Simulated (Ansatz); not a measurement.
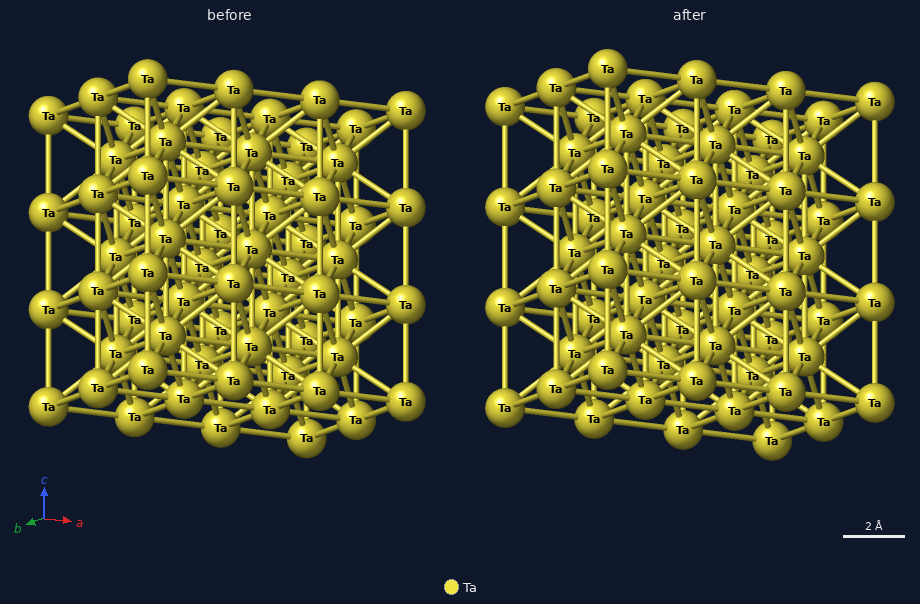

Left: a symmetric starting cell of Ta. Right: the same structure after one change, at the same scale. A ball-and-stick model of the conventional cell (2 times the calculation's cell), repeated 3 × 2 × 3 with one cell outlined, seen from a free direction. Lengths and directions refer to the drawn axes.

Computed with DFT PBE, scalar-relativistic, plane waves, PAW in Ansatz. (plane-wave cutoff 420 eV; k-point mesh 18 × 18 × 18; occupations gaussian; smearing width 0.1 eV; no spin polarisation)

What was changed?

All lengths are scaled by +3.5 % (volume +10.9 %), the atoms keeping their fractional coordinates. No relaxation follows. The starting cell wasn't computed here and needn't be at equilibrium, so pressure and forces aren't due to the change alone.

What does the change do?

Near-neighbour distances before and after: Ta–Ta 3.303 → 3.419 Å, Ta–Ta 2.860 → 2.961 Å. The space group stays Im-3m (No. 229). The pressure is −14.6 GPa (not all of it need come from the change, since the unchanged cell can be under pressure at this level too). All forces vanish by symmetry.
